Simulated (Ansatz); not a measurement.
# SiO2 (P4_2/mnm): phonons and vibrational spectra, part 2 of 2

Task: relax SiO2 (P4_2/mnm), then find its harmonic phonons.

Ansatz 0.2.0; DFT LDA, scalar-relativistic, plane waves, PseudoDojo norm-conserving pseudopotentials.

So far. Step 4 (Relaxing to small forces for the phonons): The largest force component left is 0.12 meV/Å and the pressure is 0.000 GPa, within the tolerances set. The cell now holds 7.61 Å³/atom. The relaxed cell has a = 4.146, c = 2.656 Å (conventional setting).

## 5. Modes at Γ

The zone centre is the only wavevector solved here; it holds the modes that light can see, as far as symmetry allows. The response to a homogeneous field gives the Born charges and the dielectric tensor, and its change with displacement the Raman tensors.

Input file input.yaml:

```yaml
crystal:
  lattice:
    - [4.1456441892, 0.0, 0.0]
    - [0.0, 4.1456441892, 0.0]
    - [0.0, 0.0, 2.6556389901]
  atoms:
    - { symbol: Si, position: [0.5, 0.5, 0.5] }
    - { symbol: Si, position: [0.0, 0.0, 0.0] }
    - { symbol: O, position: [0.6943720515, 0.6943720515, 0.0] }
    - { symbol: O, position: [0.1943720515, 0.8056279485, 0.5] }
    - { symbol: O, position: [0.3056279485, 0.3056279485, 0.0] }
    - { symbol: O, position: [0.8056279485, 0.1943720515, 0.5] }
kpoints:
  mp_grid: { grid: [8, 8, 8] }
hamiltonian:
  xc: lda
  pseudopotentials: { kind: nc, accuracy: standard }
scf:
  occupations: { method: fixed }
output:
  eigenvalues: true
phonons:
  method: dfpt
  dielectric: true
  rigid_motions: translations
  raman: true
```

Launch:

```
$ ansatz run input.yaml --threads 4 --pin off --max-ram 7168MiB --backend cpu --events-out ev --progress --plain --runs-dir out
```

The log of the run:

```text
[...]
Crystal: 6 atoms, lattice volume = 45.641 Å³
Basis set: ecut = 1142.878222 eV, 4035 PW (Γ), exchange–correlation on 96×96×60 points (8 copies of the dense FFT grid, shifted against one another)
Bands: 22, of which v1, the nominal top of the filled ones, is band 16 counted from 1 (15 counted from 0)
Symmetry: 16 space group operations
k-points: 260 of 512 (irreducible under 1 space group operation, time reversal used)
[...]
SCF iter   1: F=—  HF=-2040.090801 eV  |F-HF|=—  |Δ(HF+E_count)|=         —  Δρ=1.53e-1  dr2=8.11e0  ethr=3.10e-3  ⟨swp⟩=4.7  Hψ=25053  notcnv=0  defer=1027
[...]
SCF iter   9: F=-2037.423708 eV  HF=-2037.423708 eV  |F-HF|=4.55e-13  |Δ(HF+E_count)|=  7.55e-11  Δρ=7.68e-8  dr2=1.48e-12  ethr=1.00e-12  ⟨swp⟩=6.0  Hψ=27340  notcnv=0
SCF 1 converged in 9 iterations: F = -2037.423708 eV  dr2 = 1.48e-12
DFPT response loops at Γ: preconditioner auto → none (the input reference at scf.mixing.eps_inf says where Resta's filter doesn't serve); β = 0.50; Broyden in place of MSR1
── the response to a field inside a basis, on 8×8×10 k-points: an SCF that follows is theirs, and a resumed run solves both again ──
Bands: 17, of which v1, the nominal top of the filled ones, is band 16 counted from 1 (15 counted from 0)
k-points: 50 of 640
[...]
Eigensolver: Dense (50 Hₖ)
SCF iter   1: F=—  HF=-2037.413443 eV  |F-HF|=—  |Δ(HF+E_count)|=         —  Δρ=2.02e-4  dr2=1.59e-6  ethr=1.00e-1
[...]
SCF iter   5: F=-2037.413445 eV  HF=-2037.413445 eV  |F-HF|=0.00e0  |Δ(HF+E_count)|=  2.75e-11  Δρ=9.94e-8  dr2=2.03e-12  ethr=1.00e-12
SCF 1 converged in 5 iterations: F = -2037.413445 eV  dr2 = 2.03e-12
[...]
SCF converged after 9 iterations
Free energy (F): -2037.423708 eV
[...]
Internal energy: -2037.423708 eV  (E = F + TS)
E sigma→0 (E₀):  -2037.423708 eV
Fermi energy:    10.604748 eV
[...]
--- Band table (eV; the first three rows and the last of 260) ---
  k-point 0: bands = [... 12 lower, 8.0278, 9.6914, 9.6914, 10.6047, 16.5885, 17.1141, 19.1082, 19.1082, ... 2 higher]
  k-point 1: bands = [... 12 lower, 7.3410, 9.5304, 9.5304, 10.4023, 17.2718, 18.2375, 19.9980, 19.9980, ... 2 higher]
  k-point 2: bands = [... 12 lower, 6.1699, 9.0304, 9.0304, 9.7610, 18.2972, 20.4097, 20.6885, 21.8813, ... 2 higher]
  k-point 259: bands = [... 12 lower, 8.7970, 8.7970, 8.9987, 8.9987, 17.9066, 17.9066, 21.5821, 21.5821, ... 2 higher]
--- Phonons (Γ-DFPT): 4 representative perturbations + reference, on 260 of 512 k-points (Σ response iterations 12) ---
  k mesh reduced under 1 symmetry operation, with k and −k counted as one. Each operation leaves every solved perturbation unchanged. A smaller set is not considered because the run solves the response to a homogeneous field
  ASR residual: 2.322e-5 → 0.000e0 eV/Å²; symmetrization residual: 2.625e-6 eV/Å²
  ASR residual per site (eV/Å²): 1.84e-5 1.84e-5 2.32e-5 2.32e-5 2.32e-5 2.32e-5
  Γ frequencies (cm⁻¹): 0.00 0.00 0.00 221.65 386.50 470.63 470.63 586.30 586.30 588.16 588.16 597.13 660.09 755.27 762.06 825.50 825.50 950.16
  ε∞ (high-frequency dielectric tensor):
        3.322981     0.000000     0.000000
        0.000000     3.322981     0.000000
        0.000000     0.000000     3.491564
  ε⁰ (static dielectric tensor: ions relaxed, cell fixed):
       10.930419    -0.000000    -0.000000
       -0.000000    10.930419     0.000000
       -0.000000     0.000000     8.887135
  ε⁰ − ε∞ (ionic part):
        7.607438    -0.000000    -0.000000
       -0.000000     7.607438     0.000000
       -0.000000     0.000000     5.395570
  softest optical mode at Γ: 221.65 cm⁻¹; the repairs (sum rule, projections) moved no ω² at Γ by more than (1.13 cm⁻¹)²
  Born effective charges Z* (e; rows j = field, columns β = displacement):
    site 0:
         3.78903   -0.34648    0.00000
        -0.34648    3.78903    0.00000
         0.00000    0.00000    4.03824
    site 1:
         3.78903    0.34648    0.00000
         0.34648    3.78903    0.00000
         0.00000    0.00000    4.03824
    site 2:
        -1.89452   -0.55464    0.00000
        -0.55464   -1.89452    0.00000
         0.00000    0.00000   -2.01912
    site 3:
        -1.89452    0.55464    0.00000
         0.55464   -1.89452    0.00000
         0.00000    0.00000   -2.01912
    site 4:
        -1.89452   -0.55464    0.00000
        -0.55464   -1.89452    0.00000
         0.00000    0.00000   -2.01912
    site 5:
        -1.89452    0.55464    0.00000
         0.55464   -1.89452    0.00000
         0.00000    0.00000   -2.01912
  Z* charge neutrality: 9.116e-4 e pre-enforcement
  solved inside a basis spanned on kpoints, on 8×8×10 k-points: ε∞ is read to err by 8.0e-3, Z* by 1.3e-2 e (field_mesh: kpoints solves on kpoints); Z* is corrected for what the basis lacks
  Raman tensors (in the event stream and the table raman_tensors.tsv): an entry may err by 4.1e-4 Å², one of the second-order susceptibility by 5.8e-21 pm/V (basis, points and sum rule); their sum over the sites missed zero by 2.220e-16 Å² ahead of its enforcement
  optical modes at Γ without the LO–TO term, one row a degenerate level:
      ω (cm⁻¹)  modes    IR ((D/Å)²/amu)  static Raman (Å⁴/amu)  depolarisation
        221.65      1             0.0000                 0.1241           0.750
        386.50      1             0.0000                 0.0000               —
        470.63      2            57.6570                 0.0000               —
        586.30      2             0.0000                 0.2173           0.750
        588.16      2             9.9085                 0.0000               —
        597.13      1             0.0000                 0.0000               —
        660.09      1            50.3073                 0.0000               —
        755.27      1             0.0000                 3.8616           0.004
        762.06      1             0.0000                 0.0000               —
        825.50      2            24.9573                 0.0000               —
        950.16      1             0.0000                 0.3685           0.750
  optical modes at Γ + LO–TO along q̂ = [1.0000, 0.0000, 0.0000]:
      ω (cm⁻¹)  modes    IR ((D/Å)²/amu)  static Raman (Å⁴/amu)  depolarisation
        221.65      1             0.0000                 0.1241           0.750
        386.50      1             0.0000                 0.0000               —
        470.63      1            28.8285                 0.0000               —
        565.34      1             0.4938                 0.0000               —
        586.30      2             0.0000                 0.2173           0.750
        588.16      1             4.9543                 0.0000               —
        597.13      1             0.0000                 0.0000               —
        660.09      1            50.3073                 0.0000               —
        704.00      1             5.2340                 0.0000               —
        755.27      1             0.0000                 3.8616           0.004
        762.06      1             0.0000                 0.0000               —
        825.50      1            12.4787                 0.0000               —
        950.16      1             0.0000                 0.3685           0.750
       1041.26      1            40.5336                 0.0000               —
  optical modes at Γ + LO–TO along q̂ = [0.0000, 1.0000, 0.0000]:
      ω (cm⁻¹)  modes    IR ((D/Å)²/amu)  static Raman (Å⁴/amu)  depolarisation
        221.65      1             0.0000                 0.1241           0.750
        386.50      1             0.0000                 0.0000               —
        470.63      1            28.8285                 0.0000               —
        565.34      1             0.4938                 0.0000               —
        586.30      2             0.0000                 0.2173           0.750
        588.16      1             4.9543                 0.0000               —
        597.13      1             0.0000                 0.0000               —
        660.09      1            50.3073                 0.0000               —
        704.00      1             5.2340                 0.0000               —
        755.27      1             0.0000                 3.8616           0.004
        762.06      1             0.0000                 0.0000               —
        825.50      1            12.4787                 0.0000               —
        950.16      1             0.0000                 0.3685           0.750
       1041.26      1            40.5336                 0.0000               —
  optical modes at Γ + LO–TO along q̂ = [0.0000, 0.0000, 1.0000]:
      ω (cm⁻¹)  modes    IR ((D/Å)²/amu)  static Raman (Å⁴/amu)  depolarisation
        221.65      1             0.0000                 0.1241           0.750
        386.50      1             0.0000                 0.0000               —
        470.63      2            57.6570                 0.0000               —
        586.30      2             0.0000                 0.2173           0.750
        588.16      2             9.9085                 0.0000               —
        597.13      1             0.0000                 0.0000               —
        755.27      1             0.0000                 3.8616           0.004
        762.06      1             0.0000                 0.0000               —
        825.50      2            24.9573                 0.0000               —
        950.16      1             0.0000                 0.3685           0.750
       1053.10      1            50.3073                 0.0000               —
```

The job ended after 10 min (4 threads of Arm Neoverse N1, shared host; peak memory 4.1 GiB; 39 min of CPU time).

In the SCF lines HF is the Harris–Foulkes energy and dr2 the Hartree energy of the density residual, in eV; the loop may stop once dr2 is under the threshold and the program's other checks hold. Hψ counts applications of the Hamiltonian.

This step gave:

```yaml
sum_rule_residual_before_enforcement: 2.32e-5 eV/Å²
miss_of_the_charge_sum_rule: 9.12e-4 e
estimated_error_of_the_dielectric_tensor: 0.007996
estimated_error_of_the_born_charges: 0.01287 e
point_group: 4/mmm
highest_optical_mode_at_the_zone_centre_no_lo_to_term: 950.2 cm⁻¹
lowest_optical_zone_centre_mode: 221.7 cm⁻¹
mean_high_frequency_dielectric_constant: 3.379
largest_born_charge_third_of_the_trace: 3.872 e
mean_static_dielectric_constant: 10.25
top_of_the_zone_centre_spectrum_with_the_field: 1053 cm⁻¹
```

Without the LO-TO term. Patterns of degenerate modes are one choice out of their space. Modes at Γ, with each element's share of the kinetic energy:

```csv
mode,frequency (cm⁻¹),symmetry,Si %,O %
1,0.0,acoustic,47,53
2,0.0,acoustic,47,53
3,0.0,acoustic,47,53
4,221.7,B1g,0,100
5,386.5,B1u,81,19
6,470.6,Eu,44,56
7,470.6,Eu,44,56
8,586.3,Eg,0,100
9,586.3,Eg,0,100
10,588.2,Eu,63,37
11,588.2,Eu,63,37
12,597.1,A2g,0,100
13,660.1,A2u,53,47
14,755.3,A1g,0,100
15,762.1,B1u,19,81
16,825.5,Eu,46,54
17,825.5,Eu,46,54
18,950.2,B2g,0,100
```

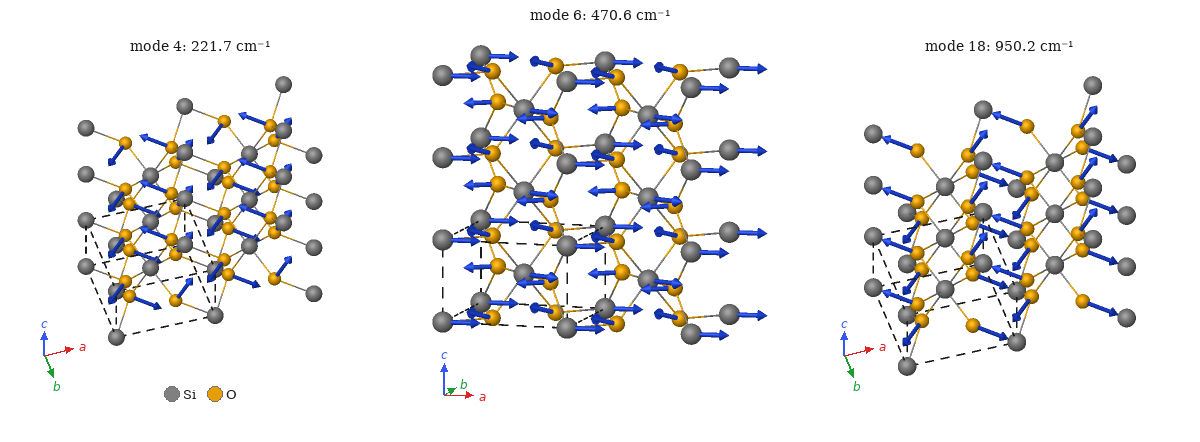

Displacement patterns of modes 4, 6 and 18 at Γ; arrows are exaggerated. 2×1×3 cells are drawn. Some periodic images of atoms are drawn too.

Optical modes at the zone centre, without and with the macroscopic field of the longitudinal modes; each column is sorted by frequency, so a row need not hold one and the same mode. Modes with and without the field, by row:

```csv
rank among optical modes,no field (cm⁻¹),"q along (1, 0, 0) (cm⁻¹)","q along (0, 0, 1) (cm⁻¹)"
1,221.7,221.7,221.7
2,386.5,386.5,386.5
3,470.6,470.6,470.6
4,470.6,565.3,470.6
5,586.3,586.3,586.3
6,586.3,586.3,586.3
7,588.2,588.2,588.2
8,588.2,597.1,588.2
9,597.1,660.1,597.1
10,660.1,704,755.3
11,755.3,755.3,762.1
12,762.1,762.1,825.5
13,825.5,825.5,825.5
14,825.5,950.2,950.2
15,950.2,1041,1053
```

Born charge (rows field, columns displacement) (e), principal values of the symmetric part by kind of site:

```csv
atom,atoms with these values,low,middle,high,mean
Si1,2,3.44,4.04,4.14,3.87
O3,4,-2.45,-2.02,-1.34,-1.94
```

In full for O3:

```
-1.89 -0.55  0.00
-0.55 -1.89  0.00
 0.00  0.00 -2.02
```

High-frequency dielectric tensor:

```
3.32 0.00 0.00
0.00 3.32 0.00
0.00 0.00 3.49
```

Static dielectric tensor (ions relaxed, fixed cell):

```
10.93  0.00  0.00
 0.00 10.93  0.00
 0.00  0.00  8.89
```

Transverse modes. Infrared lines, with heights relative to the strongest:

```csv
position (cm⁻¹),label,relative intensity
222,B1g,0.0
386,B1u,0.0
471,Eu,100
586,Eg,0.0
588,Eu,17
597,A2g,0.0
660,A2u,87
755,A1g,0.0
762,B1u,0.0
826,Eu,43
950,B2g,0.0
```

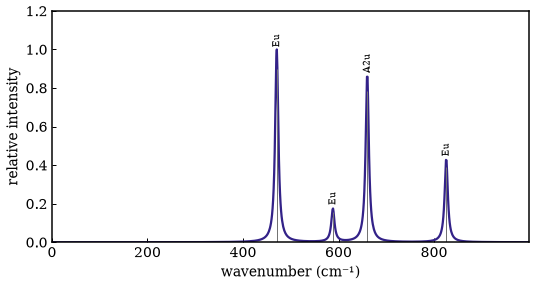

The infrared spectrum, broadened with Lorentzians of width 8 cm⁻¹; bars mark the lines.

Activity x (w_L - w)^4 (n + 1)/w, 532 nm, 300 K; modes without the macroscopic field alone. Lines of the Raman spectrum (strongest = 100):

```csv
position (cm⁻¹),label,relative intensity
222,B1g,18
386,B1u,0.0
471,Eu,0.0
586,Eg,7.8
588,Eu,0.0
597,A2g,0.0
660,A2u,0.0
755,A1g,100
762,B1u,0.0
826,Eu,0.0
950,B2g,7.1
```

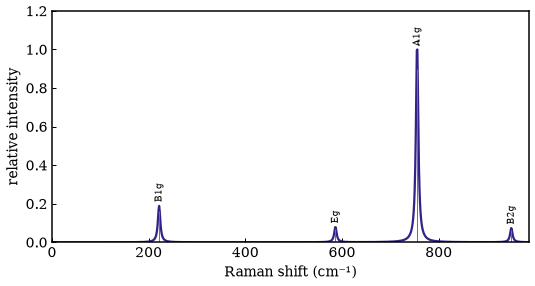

The Raman spectrum, broadened with Lorentzians of width 6 cm⁻¹; bars mark the lines.

Before it was imposed, the acoustic sum rule was missed by 2.3e-5 eV/Å² and the charge sum rule by 9.1e-4 e. Small misses are needed for a sound result but don't prove that mesh and cutoff are converged. The lowest optical mode is real, 222 cm⁻¹.

## 6. Isotope substitution, element O, natural mass 15.999 amu

An isotope changes the mass and not the force constants, so no new electronic calculation is needed; the shifts show which modes move this element.

The same force constants with the mass of O changed from 15.999 to 17.999 u (phonopy, no LO-TO term). Both lists are sorted by frequency; levels can cross, so a row need not hold one and the same mode. Modes under 3 cm⁻¹ are left out. Isotope shifts, by row:

```csv
q,rank,natural mass (cm⁻¹),changed mass (cm⁻¹)
0 0 0,4,221.7,209
0 0 0,5,386.5,381.9
0 0 0,6,470.6,455.3
0 0 0,7,470.6,455.3
0 0 0,8,586.3,552.8
0 0 0,9,586.3,552.8
0 0 0,10,588.2,563
0 0 0,11,588.2,574.7
0 0 0,12,597.1,574.7
0 0 0,13,660.1,642.7
0 0 0,14,755.3,712.1
0 0 0,15,762.1,727.1
0 0 0,16,825.5,801.6
0 0 0,17,825.5,801.6
0 0 0,18,950.2,895.8
```

A mode of this element alone would shift by -5.72 %. The highest zone-centre frequency without the field goes from 950.2 to 895.8 cm⁻¹ (-5.7 %). The product of the frequency ratios over all optical modes at Γ is 0.543; the product rule, (m/m′)^(3k/2) (M′/M)^(3/2) with k = 4 such atoms and M the mass of the cell, gives 0.543.

## 7. Isotope substitution, element Si, natural mass 28.085 amu

The same for Si, from 28.09 to 29.97 u.

The same force constants with the mass of Si changed from 28.085 to 29.974 u (phonopy, no LO-TO term). Both lists are sorted by frequency; levels can cross, so a row need not hold one and the same mode. Modes under 3 cm⁻¹ are left out. Isotope shifts, by row:

```csv
q,rank,natural mass (cm⁻¹),changed mass (cm⁻¹)
0 0 0,4,221.7,221.7
0 0 0,5,386.5,376.3
0 0 0,6,470.6,463.9
0 0 0,7,470.6,463.9
0 0 0,8,586.3,576
0 0 0,9,586.3,576
0 0 0,10,588.2,586.3
0 0 0,11,588.2,586.3
0 0 0,12,597.1,597.1
0 0 0,13,660.1,648.9
0 0 0,14,755.3,755.3
0 0 0,15,762.1,757.6
0 0 0,16,825.5,813.7
0 0 0,17,825.5,813.7
0 0 0,18,950.2,950.2
```

A mode of this element alone would shift by -3.20 %. The highest zone-centre frequency without the field goes from 950.2 to 950.2 cm⁻¹ (+0.0 %). The product of the frequency ratios over all optical modes at Γ is 0.862; the product rule, (m/m′)^(3k/2) (M′/M)^(3/2) with k = 2 such atoms and M the mass of the cell, gives 0.862.

## 8. What came out

| Item | Value |
| --- | --- |
| space group after relaxation (within 0.01 Å) | P4_2/mnm |
| volume per atom | 7.61 Å³ |
| gap on the k-mesh | 5.98 eV |
| highest optical mode at the zone centre (no LO-TO term) | 950 cm⁻¹ |
| top of the zone-centre spectrum with the field | 1053 cm⁻¹ |
| lowest optical zone-centre mode | 222 cm⁻¹ |
| mean high-frequency dielectric constant | 3.38 |
| mean static dielectric constant | 10.2 |
| largest Born charge (third of the trace) | 3.87 e |
| imaginary modes at Γ (the only wavevector solved) | none |

The structure is stable against zone-centre distortions, since no mode there is imaginary; other wavevectors were not solved, so zone-boundary instabilities are untested. Without the field, the optical modes at Γ span 222 to 950 cm⁻¹. No dispersion was computed. The highest mode in this list at Γ, 950.2 cm⁻¹, is mostly motion of O (100 % of the kinetic energy). With the macroscopic field of the longitudinal modes the top of the zone-centre spectrum lies at 1053 cm⁻¹, against 950 cm⁻¹ without it. Lattice motion raises the mean dielectric constant from 3.379 to 10.25. The strongest infrared line is at 471 cm⁻¹. Averaged over orientations, the strongest Raman line at 532 nm and 300 K is at 755 cm⁻¹. These are harmonic frequencies at zero temperature: anharmonic shifts, linewidths and thermal expansion are left out.

[Logs are printed without paths, hosts, clocks, repeated set-up lines and the standing remarks that a program may print on its own settings, such as how far it seeks lower states.]

[Hosts, paths, dates, database ids (printed as entryN), source tags and the programs' standing remarks are cut or masked in the printed files.]
